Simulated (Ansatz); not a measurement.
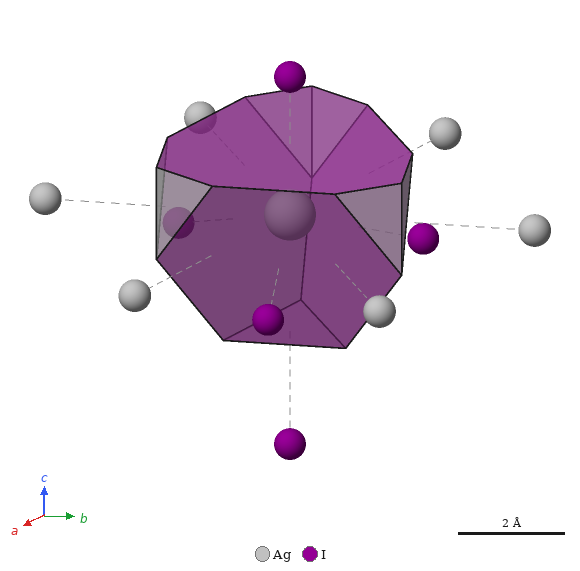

Voronoi–Dirichlet polyhedron, computed geometrically; every face belongs to one neighbour and no atomic radii are used. Central atom: Ag (2b) in AgI; faces take the colour of the neighbour behind them. Source: the geometry relaxed with DFT, HSE06, plane waves, PAW (Ansatz).

AgI, space group P6_3mc (No. 186), a = 4.681 Å, b = 4.681 Å, c = 7.649 Å, α = 90.00°, β = 90.00°, γ = 120.00°

| site | Wyckoff | x | y | z |
| --- | --- | --- | --- | --- |
| Ag | 2b | 0.6667 | 0.3333 | 0.6275 |
| I | 2b | 0.6667 | 0.3333 | 0.0025 |

**Which neighbours share a face with the central atom?**

5 I (92 % of the solid angle) and 6 Ag (8 % of the solid angle).

**What is the volume of this Voronoi cell?**

36.3 Å³, equal to the mean volume per atom.

**How many faces does the cell have, and of which kinds?**

11 faces, index ⟨7,0,0,3,0,0,1⟩.
